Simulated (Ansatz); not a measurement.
**Si₈O (slab): density, localisation and related maps**

Input

```
crystal:
  lattice:
    - [3.8155170209, 0.0, 0.0]
    - [0.0, 6.3129357835, 0.0]
    - [0.0, 0.0, 21.3318711348]
  atoms:
    - { symbol: Si, position: [0.0, 0.9369021389, 0.1875128522] }
    - { symbol: Si, position: [0.0, 0.5630978611, 0.1875128522] }
    - { symbol: Si, position: [0.5, 0.4369021389, 0.2391466205] }
    - { symbol: Si, position: [0.5, 0.0630978611, 0.2391466205] }
    - { symbol: Si, position: [0.5, 0.9332664455, 0.3430438269] }
    - { symbol: Si, position: [0.5, 0.5667335545, 0.3430438269] }
    - { symbol: Si, position: [0.0, 0.4266292811, 0.3858954089] }
    - { symbol: Si, position: [0.0, 0.0733707189, 0.3858954089] }
    - { symbol: O, position: [0.3333333333, 0.9266292811, 0.4890274777], spin: 2.0 }
basis:
  ecutwfc: 420
kpoints:
  mp_grid: { grid: [7, 4, 1] }
hamiltonian:
  xc: pbe
  pseudopotentials: { kind: paw, azcp: { folder: soft_1 } }
  dispersion: d3bj
scf:
  occupations: { method: gaussian, width: 0.05 }
output:
  forces: true
  eigenvalues: true
  populations: true
  write_density: true
  write_potential: true
  elf: true
  volumetric_format: npy
magnetization:
  spin_polarized: true
efield:
  axis: 3
  dipole_correction: true
  ramp_width: 0.04
```

Run with:

```sh
ansatz run input.yaml --threads 1 --pin off --max-ram 3072MiB --backend cpu --events-out ev --progress --plain --runs-dir out
```

A point of a scan over the structure, not its minimum; not relaxed (largest force 1.9 eV/Å); PAW files of the earlier set (soft_1); spin-polarised.

Level of theory: DFT PBE+D3(BJ), scalar-relativistic, plane waves, PAW (Ansatz).

Core electrons are frozen (PAW), and the valence fields are smoothed inside the atomic spheres.

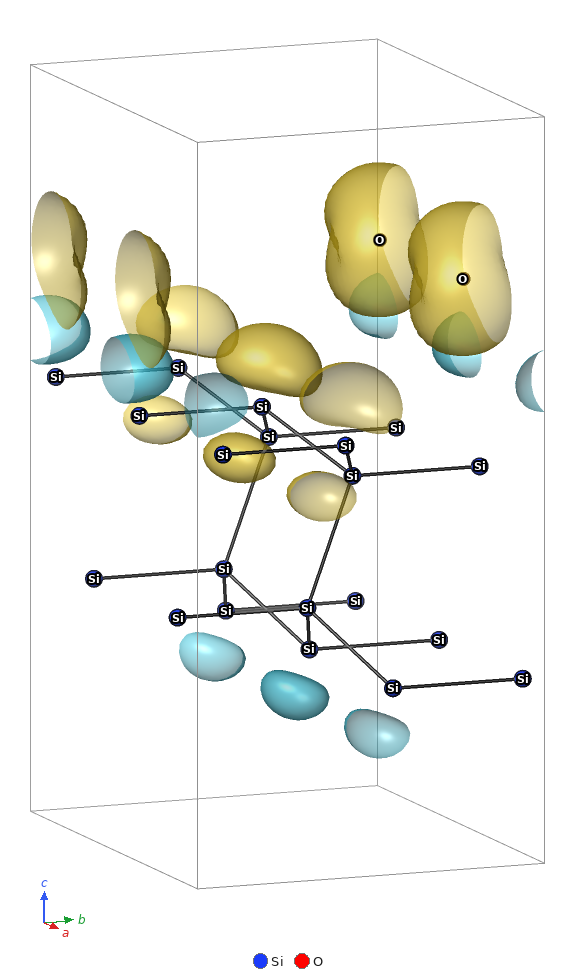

Figure 1. Isosurfaces of the spin density (up minus down) at +0.02 (yellow) and −0.02 e/Å³ (cyan), seen slightly off an axis. Sticks mark near contacts.

Where is the spin, and how is it ordered?

The spin density sits on O: +1.3 μB in one cell of 9 atoms, with smaller moments on other sites: Si (up to +0.07 μB): a single local moment. The cell of the calculation (9 atoms) carries 1.5 μB of net spin moment.

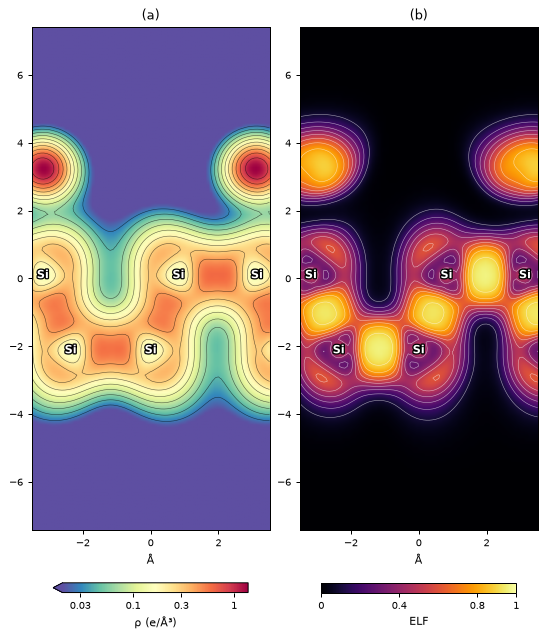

Figure 2. (a) valence pseudo-density; (b) ELF on the (100) plane of the calculation cell, a cut from vacuum to vacuum.

What does the map show?

- The plane passes through Si nuclei.
- Atoms just off the plane (O, 0.6 Å away) can leave unmarked features too.
- Si–Si (2.31 Å): ρ is about 0.6 e/Å³ halfway; the ELF peaks at about 0.95 between the atoms.
- Si–Si (2.36 Å): ρ is about 0.57 e/Å³ halfway; the ELF peaks at about 0.95 between the atoms.
- The density dies away to nearly zero in the vacuum.

Does the calculation give a band gap?

It is gapless in this calculation (a metal or semimetal).
